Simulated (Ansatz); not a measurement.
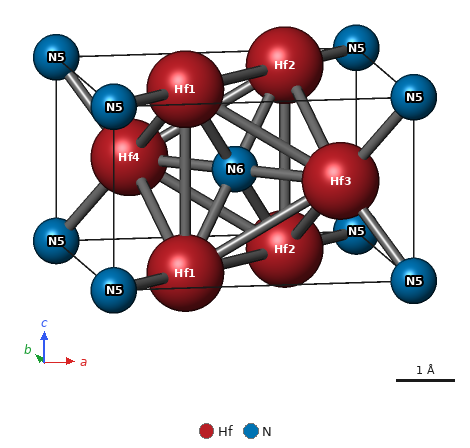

The input geometry (ball-and-stick view of the cell of the calculation, seen slightly off an axis; atoms are numbered from 1 in the order of the input). An atom can appear more than once, as a periodic image.

# Phonon calculation, with input and output: Hf$_{2}$N

- system: Hf$_{2}$N (P4₂/mnm, 6 atoms in the cell)
- method: DFT PBEsol, scalar-relativistic, plane waves, PAW, no spin polarisation (Ansatz 0.2.0)

The structure derives from a Materials Project entry. It belongs to a series of runs on one base structure; here: zone-centre phonons and field response. Figures and captions count atoms from 1; the log counts them from 0 in places.

Input
```yaml
crystal:
  lattice:
    - [5.2959703742, 0.0, 0.0]
    - [0.0, 5.2959703742, 0.0]
    - [0.0, 0.0, 3.2282606999]
  atoms:
    - { symbol: Hf, position: [0.2953075331, 0.2953075331, 0.0] }
    - { symbol: Hf, position: [0.7046924669, 0.7046924669, 0.0] }
    - { symbol: Hf, position: [0.7953075331, 0.2046924669, 0.5] }
    - { symbol: Hf, position: [0.2046924669, 0.7953075331, 0.5] }
    - { symbol: "N", position: [0.0, 0.0, 0.0] }
    - { symbol: "N", position: [0.5, 0.5, 0.5] }
basis:
  ecutwfc: 420
kpoints:
  mp_grid: { grid: [8, 8, 12] }
hamiltonian:
  xc: pbesol
scf:
  occupations: { method: fermi_dirac, width: 0.15 }
output:
  eigenvalues: true
phonons:
  method: dfpt
  eigenvectors: true
```

Run on 2 threads of Intel Xeon @ 2.50GHz (Skylake/Cascade Lake), 189 GiB of memory available, shared host.

Run as:
```bash
ansatz run input.yaml --threads 2 --pin off --max-ram 6144MiB --backend cpu --events-out ev --progress --plain --runs-dir out
```

What the program printed
```
band count auto-derived: 70 (N_el = 114.0; filled up to band 57; 69 by the electrons, moments and atoms)
zone centre: on kpoints.mp_grid the ground state, and the responses unless they are solved on pairs of k-points, stand on 238 of the mesh's 768 k-points, reduced under 2 symmetry operations, with k and −k counted as one. Each operation leaves every solved displacement unchanged or reverses it
Engine: ansatz 0.2.0, x86_64-unknown-linux-gnu
Pseudopotentials: kind: paw
Pseudopotential: Hf, paw, valence charge 26, recommended cutoff 420 eV (normal), Hf.paw.azcp
Pseudopotential: N, paw, valence charge 5, recommended cutoff 420 eV (normal), N.paw.azcp
Functional definition: PBEsol
  exchange = pbesol_x
  correlation = pbesol_c
Crystal: 6 atoms, lattice volume = 90.544 Å³
Basis set: ecut = 420 eV, 1795 PW (Γ), exchange–correlation on 72×72×48 points (8 copies of the dense FFT grid, shifted against one another)
Bands: 70, of which v1, the nominal top of the filled ones, is band 57 counted from 1 (56 counted from 0)
Symmetry: 16 space group operations
k-points: 238 of 768 (irreducible under 2 space group operations, time reversal used)
Non-local potential: Hf, projectors of the file, l = 0: 3, l = 1: 2, l = 2: 2, l = 3: 3
Non-local potential: N, projectors of the file, l = 0: 2, l = 1: 2, l = 2: 1
PAW form: soft (Blöchl's): semilocal exchange-correlation on the pseudo side does not see the compensation charge
PAW frozen core: Hf, regenerated for the run's functional, and the local potential with it (the file was generated under x = pbe(κ = 0.804, μ = 0.2195149727645171), c = pbe(β = 0.06672455060314922))
PAW frozen core: N, regenerated for the run's functional, and the local potential with it (the file was generated under x = pbe(κ = 0.804, μ = 0.2195149727645171), c = pbe(β = 0.06672455060314922))
PAW one-centre angular grid: Hf, 590 points (default); XC on 64 Gauss nodes
PAW one-centre angular grid: N, 110 points (default); XC on 64 Gauss nodes
Initial density: superposition of atomic densities (neutral atoms: chi_scale 0, normalization atom), corrected by the library's trained network
Initial wavefunctions: pseudopotential atomic-orbital guess
Functional: x = pbesol(κ = 0.804, μ = 0.12345679012345678), c = pbesol(β = 0.046)
SCF iter   1: F=—  HF=-63157.185090 eV  |F-HF|=—  |Δ(HF+E_count)|=         —  Δρ=6.42e-3  dr2=1.77e-2  ethr=1.77e-3  ⟨swp⟩=4.7  Hψ=48586  notcnv=0  defer=99
preconditioner: auto → Kerker (q_TF=auto, 2.835 Å⁻¹)  [metal: Δε(μ)=0.010 eV  Ē_g=18.037 eV  σ=0.150 eV  W_gap=0.02  n_scr=38 (ndim 8)  ℏωp=40.2 eV  f_vac=0.000  D(μ)=2.44/eV (n_scr^D=10)]
SCF iter   2: F=—  HF=-63157.184071 eV  |F-HF|=—  |Δ(HF+E_count)|=   1.02e-3  Δρ=3.97e-3  dr2=7.37e-3  ethr=1.56e-5  ⟨swp⟩=2.0  Hψ=23284  notcnv=0  defer=80
SCF iter   3: F=—  HF=-63157.183908 eV  |F-HF|=—  |Δ(HF+E_count)|=   1.63e-4  Δρ=8.14e-4  dr2=4.83e-4  ethr=6.47e-6  ⟨swp⟩=2.5  Hψ=28205  notcnv=0  defer=80
SCF iter   4: F=—  HF=-63157.183497 eV  |F-HF|=—  |Δ(HF+E_count)|=   4.11e-4  Δρ=3.61e-4  dr2=7.97e-5  ethr=4.24e-7  ⟨swp⟩=2.0  Hψ=29891  notcnv=0  defer=80
SCF iter   5: F=—  HF=-63157.183476 eV  |F-HF|=—  |Δ(HF+E_count)|=   2.09e-5  Δρ=1.46e-4  dr2=1.31e-5  ethr=6.99e-8  ⟨swp⟩=2.1  Hψ=26681  notcnv=0  defer=80
SCF iter   6: F=—  HF=-63157.183475 eV  |F-HF|=—  |Δ(HF+E_count)|=   9.12e-7  Δρ=2.99e-5  dr2=8.63e-7  ethr=1.15e-8  ⟨swp⟩=2.0  Hψ=22302  notcnv=0  defer=80
SCF iter   7: F=—  HF=-63157.183475 eV  |F-HF|=—  |Δ(HF+E_count)|=   7.33e-8  Δρ=8.38e-6  dr2=7.32e-8  ethr=7.57e-10  ⟨swp⟩=2.1  Hψ=26904  notcnv=0  defer=80
SCF iter   8: F=—  HF=-63157.183475 eV  |F-HF|=—  |Δ(HF+E_count)|=   2.42e-8  Δρ=2.63e-6  dr2=1.11e-8  ethr=6.42e-11  ⟨swp⟩=2.0  Hψ=26693  notcnv=0  defer=80
SCF iter   9: F=—  HF=-63157.183475 eV  |F-HF|=—  |Δ(HF+E_count)|=   2.39e-9  Δρ=7.83e-7  dr2=8.16e-10  ethr=9.71e-12  ⟨swp⟩=2.0  Hψ=26595  notcnv=0  defer=80
SCF iter  10: F=—  HF=-63157.183475 eV  |F-HF|=—  |Δ(HF+E_count)|=  3.49e-10  Δρ=1.66e-7  dr2=3.82e-11  ethr=1.00e-12  ⟨swp⟩=2.7  Hψ=30506  notcnv=0  defer=80
SCF iter  11: F=-63157.183475 eV  HF=-63157.183475 eV  |F-HF|=7.28e-12  |Δ(HF+E_count)|=    0.00e0  Δρ=5.24e-8  dr2=2.21e-12  ethr=1.00e-12  ⟨swp⟩=10.2  Hψ=88002  notcnv=0
SCF 1 converged in 11 iterations: F = -63157.183475 eV  dr2 = 2.21e-12
  greatest PAW one-centre occupation: 0.998 electrons in one spin orbital (limit 2), on the Hf atom at site 3 (counted from 0), in its partial waves of l = 3
```

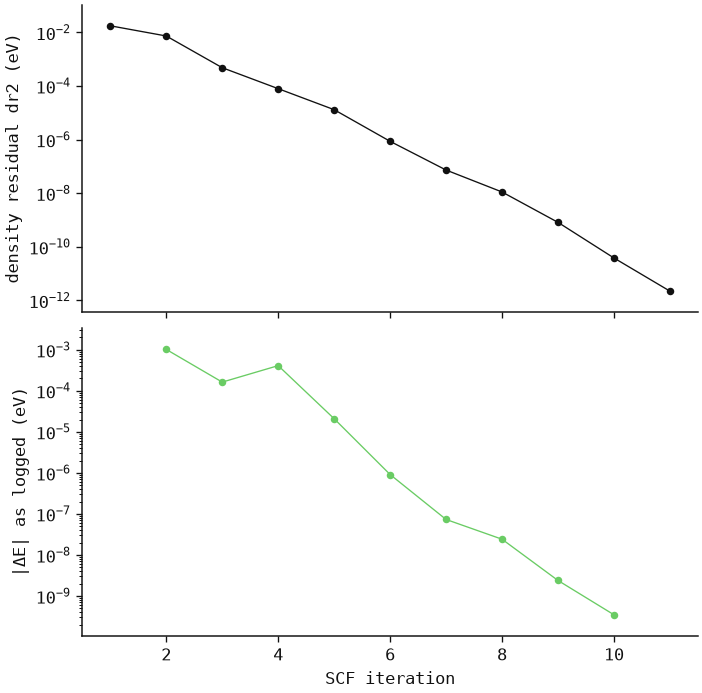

Convergence of the self-consistent field: density residual dr2 and size of the energy change against the SCF iteration. The residual falls at every step.

```
DFPT response loops at Γ: preconditioner auto → Kerker (q_TF=auto, 2.835 Å⁻¹) (partly filled bands, converged f_vac=0.000); β = 1.00, the filter's whole step (`scf.mixing.beta` (0.50) is not read by the response loops under this deck's `scf.mixing.preconditioner`; to damp them name `kerker` or `kerker_dos`, under which they read `scf.mixing.beta`, and type it under 1.00, their step now; both keys bind the ground state too); Broyden in place of MSR1
SCF converged after 11 iterations
Free energy (F): -63157.183475 eV
Harris-Foulkes:  -63157.183475 eV  (|F-HF|=7.28e-12)
Internal energy: -63156.998737 eV  (E = F + TS)
E sigma→0 (E₀):  -63157.091106 eV
Entropy (-TS):   -0.184738 eV (-30.790 meV/atom)
Fermi energy:    21.197040 eV
--- Per-component energies (eV) ---
  E_band       = 410.742229
  E_kinetic    = 1963.779777
  E_local      = -19857.970846  (includes V_loc(G=0)·N_el)
  E_nonlocal   = -4862.543512
  E_hartree    = 9374.228620
  E_xc         = -1313.232781
  E_vxc        = -1220.701675  (∫ρ·V_xc dr)
  E_paw        = -27474.222803  (= ΣΔE_a)
  E_vpaw       = 5639.721035  (= ΣTr[D̂ρ^β])
  E_aug_tail   = 0.000184  (compensation charges beyond the density's cutoff)
  E_ewald      = -20992.097940
  E_core_change = 5.060564  (= ΣΔE_core)
  E_smearing   = -0.184738  (= −TS)
  E_closure    = -0.000000  (closes the sum)
  Σ components = -63157.183475   (vs F -63157.183475, Δ=0.00e0)
--- Band table (eV; the first three rows and the last of 238) ---
  k-point 0: bands = ["-40.4470", "-40.3786", "-40.3786", "-40.3484", "-9.9712", "-9.4573", "-9.3920", "-9.3920", "-9.1585", "-8.9993", "-8.9134", "-8.9134", "-8.7864", "-8.7864", "-8.7834", "-8.7483", "4.9532", "6.7851", "9.5940", "9.6000", "9.6000", "9.6183", "9.6315", "9.6429", "9.6429", "9.6446", "9.6446", "9.6475", "9.6532", "9.6535", "9.6569", "9.6569", "9.6569", "9.6719", "9.6738", "9.6738", "9.6850", "9.6852", "9.6852", "9.6870", "9.6924", "9.7110", "9.7119", "9.7224", "9.7224", "9.7564", "14.3585", "14.3585", "15.6075", "16.3741", "16.6537", "16.6537", "17.7124", "19.0117", "21.0704", "21.9542", "22.2060", "22.3134", "22.3134", "22.7618", "22.9451", "22.9451", "23.9569", "24.3108", "24.4570", "24.4570", "27.3668", "27.3668", "27.9035", "27.9314"]
  k-point 1: bands = ["-40.4442", "-40.3775", "-40.3775", "-40.3490", "-9.9530", "-9.4432", "-9.3791", "-9.3791", "-9.1799", "-9.0118", "-8.9430", "-8.9430", "-8.8216", "-8.7924", "-8.7924", "-8.7580", "5.0121", "6.7752", "9.5971", "9.6034", "9.6034", "9.6210", "9.6307", "9.6377", "9.6377", "9.6449", "9.6449", "9.6494", "9.6497", "9.6514", "9.6586", "9.6614", "9.6614", "9.6720", "9.6720", "9.6750", "9.6832", "9.6868", "9.6868", "9.6877", "9.6953", "9.7091", "9.7112", "9.7196", "9.7196", "9.7535", "14.4848", "14.4848", "15.3733", "16.6475", "16.6580", "16.6580", "17.5635", "19.1428", "20.9738", "21.6885", "21.6885", "21.7186", "22.3627", "22.9489", "23.5054", "23.5054", "24.0876", "24.4053", "24.4053", "24.5425", "27.4529", "27.4529", "27.6127", "27.8479"]
  k-point 2: bands = ["-40.4361", "-40.3743", "-40.3743", "-40.3507", "-9.9009", "-9.4023", "-9.3422", "-9.3422", "-9.2357", "-9.0536", "-9.0212", "-9.0212", "-8.9214", "-8.8128", "-8.8128", "-8.7872", "5.1749", "6.7390", "9.6059", "9.6127", "9.6127", "9.6286", "9.6287", "9.6287", "9.6297", "9.6436", "9.6466", "9.6468", "9.6468", "9.6551", "9.6637", "9.6637", "9.6637", "9.6724", "9.6724", "9.6775", "9.6782", "9.6894", "9.6897", "9.6897", "9.6936", "9.7090", "9.7127", "9.7127", "9.7152", "9.7448", "14.8292", "14.8292", "15.0198", "16.6640", "16.6640", "17.1554", "17.1820", "19.4890", "20.7235", "20.9119", "20.9119", "21.2741", "22.6444", "23.4742", "24.1280", "24.1280", "24.2580", "24.2580", "24.3505", "25.2059", "27.1700", "27.5977", "27.5977", "27.6446"]
  k-point 237: bands = ["-40.3789", "-40.3789", "-40.3629", "-40.3629", "-9.7985", "-9.7985", "-9.5520", "-9.5520", "-9.0485", "-9.0485", "-9.0119", "-9.0119", "-9.0060", "-9.0060", "-8.8666", "-8.8666", "6.0726", "6.0726", "9.6245", "9.6245", "9.6430", "9.6430", "9.6442", "9.6442", "9.6463", "9.6463", "9.6487", "9.6487", "9.6490", "9.6490", "9.6629", "9.6629", "9.6732", "9.6732", "9.6739", "9.6739", "9.6793", "9.6793", "9.6901", "9.6901", "9.6917", "9.6917", "9.6933", "9.6933", "9.7263", "9.7263", "15.4257", "15.4257", "15.7173", "15.7173", "16.2180", "16.2180", "19.4647", "19.4647", "20.2969", "20.2969", "20.6249", "20.6249", "22.4853", "22.4853", "24.1174", "24.1174", "25.8448", "25.8448", "26.9481", "26.9481", "27.5116", "27.5116", "28.0184", "28.0184"]
--- Phonons (Γ-DFPT): 4 representative perturbations + reference, on 238 of 768 k-points (Σ response iterations 15) ---
  k mesh reduced under 2 symmetry operations, with k and −k counted as one. Each operation leaves every solved displacement unchanged or reverses it
  ASR residual: 3.643e-4 → 0.000e0 eV/Å²; symmetrization residual: 1.697e-6 eV/Å²
  ASR residual per site (eV/Å²): 3.64e-4 3.64e-4 3.64e-4 3.64e-4 1.07e-4 1.07e-4
  Γ frequencies (cm⁻¹): 0.00 0.00 0.00 17.96 131.39 131.39 145.82 154.87 156.54 156.57 156.57 210.56 481.69 481.69 548.17 553.77 553.77 567.63
  non-analytic LO–TO correction: not included (Born effective charges unavailable; polar crystals: no LO–TO splitting at Γ)
```

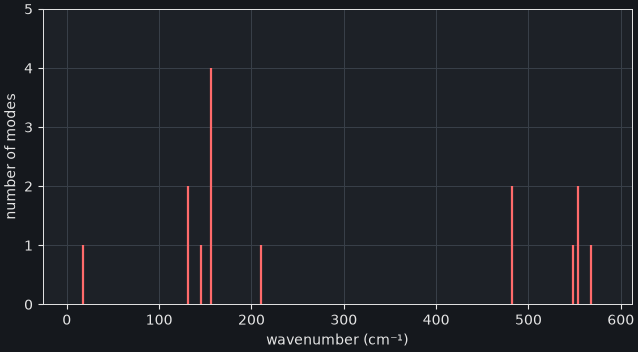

Optical phonons at the zone centre (no LO–TO term); neighbouring modes closer than 3 cm⁻¹ are counted in one stick. 15 modes from 18 to 568 cm⁻¹, none imaginary.

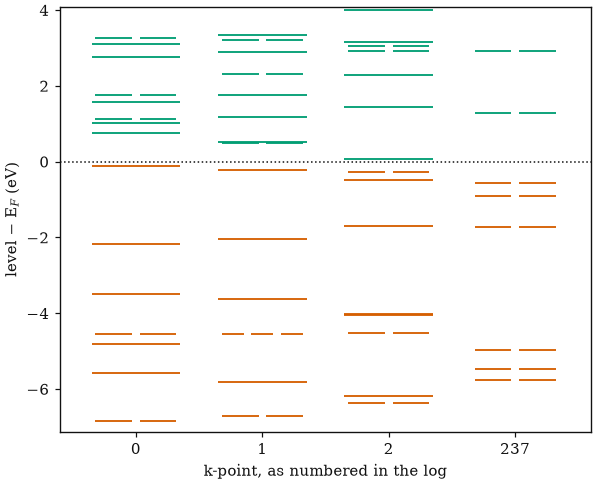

Kohn–Sham levels near the Fermi level (dotted) at the few k-points that the log prints; levels within 0.02 eV of each other stand side by side. The system is metallic on the full mesh.

Key numbers

| quantity | value |
| --- | --- |
| outcome | converged |
| space group (tolerance 0.01 Å) | P4₂/mnm (136) |
| electrons treated | 114 |
| free energy | −63157.1835 eV |
| Fermi energy | 21.197 eV |
| gap on the k-point mesh | none (metallic) |
| wall time | 17 min (CPU time 33 min) |
| peak memory | 3.9 GiB |

Remarks

Results for this metal are sensitive to the k-point mesh. Spin–orbit coupling is left out, which matters for Hf.
